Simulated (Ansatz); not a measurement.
GaO

The calculation's input:

```
crystal:
  lattice:
    - [1.552432538, 0.8962973437, 6.998188105]
    - [-1.552432538, 0.8962973437, 6.998188105]
    - [0.0, -1.7925946874, 6.998188105]
  atoms:
    - { symbol: Ga, position: [0.9404138621, 0.9404138621, 0.9404138621] }
    - { symbol: Ga, position: [0.0595861379, 0.0595861379, 0.0595861379] }
    - { symbol: O, position: [0.2389372984, 0.2389372984, 0.2389372984] }
    - { symbol: O, position: [0.7610627016, 0.7610627016, 0.7610627016] }
basis:
  ecutwfc: 420
kpoints:
  mp_grid: { grid: [12, 12, 12] }
hamiltonian:
  xc: pbe
scf:
  occupations: { method: gaussian, width: 0.02 }
output:
  forces: true
  stress: true
  eigenvalues: true
  write_density: true
  write_potential: true
  elf: true
  volumetric_format: npy
relax:
  adjacent_minimum: "off"
  f_tol: 0.005
  max_steps: 80
  cell: { stress_tol: 0.05 }
```

Launched as:

```sh
ansatz run input.yaml --threads 2 --pin off --max-ram 6144MiB --backend cpu --events-out ev --progress --plain --runs-dir out
```

Below, planes, directions and counts refer to the conventional cell (a = 3.11 Å, b = 3.11 Å, c = 20.87 Å, α = 90.00°, β = 90.00°, γ = 120.00°).

The fields are those of the run's last geometry, not of the input's.

Space group R-3m.

Level of theory: DFT PBE, scalar-relativistic, plane waves, PAW (Ansatz 0.2.0).

The density is the valence pseudo-density of a PAW calculation; it isn't the true density close to the nuclei.

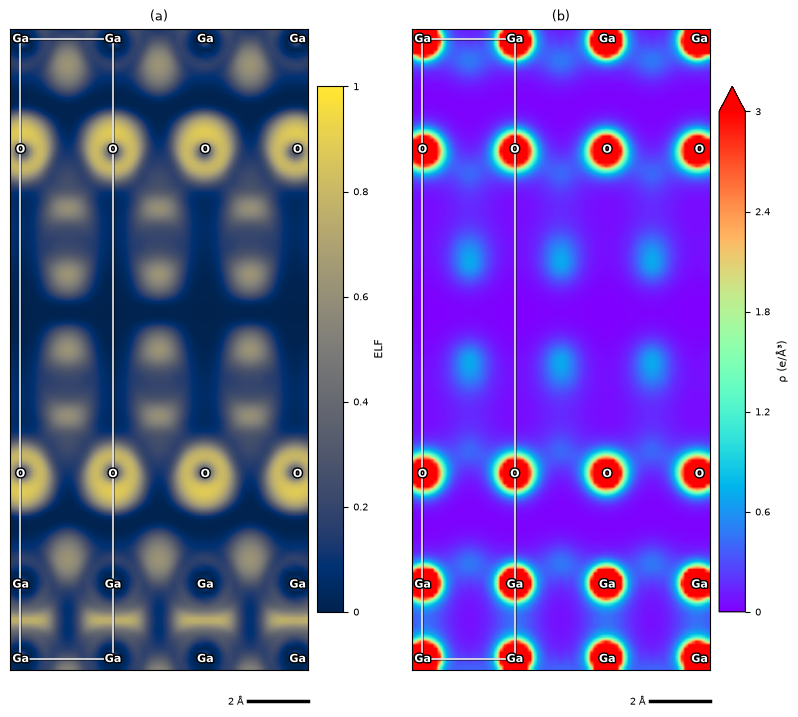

Figure 1. (a) electron localisation function; (b) valence electron density on the (010) plane of the conventional cell.

What do the fields say about this system?

Answer.
- Atoms in the plane: Ga and O.
- Atoms just off the plane (Ga, 0.9 Å away and O, 0.9 Å away) can leave unmarked features too.
- Ga–Ga (2.51 Å): ρ is about 0.42 e/Å³ halfway; the ELF peaks at about 0.75 between the atoms: a shared electron pair.
- Between the atoms the lowest density in this plane is 0.006 e/Å³.
- The ELF also peaks beside O, away from the bonds: lone-pair regions.

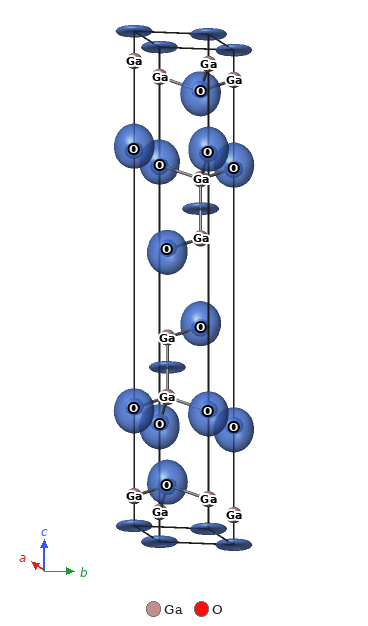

Figure 2. Isosurface of the ELF at 0.7 (blue), seen at an oblique angle. Core shells and regions of very low density are left out. Sticks mark near contacts.

Where are the electrons localised?

Answer. At this value the surface marks out three regions between bonded Ga–Ga atoms (shared pairs) and six regions wrapped around O (the valence shell of each), counted in one cell of 12 atoms. Regions shared between cells count once. Along the contacts the grid gives the following. Ga–O (1.94 Å): the ELF peaks at about 0.80 in the valence shell of O, 0.6 Å from its nucleus, and is about 0.35 at the midpoint.

Metal or insulator at this level of theory?

Answer. It is gapped, with a Kohn–Sham gap of 1.1 eV on the k-point mesh, an upper bound to the gap of this method.
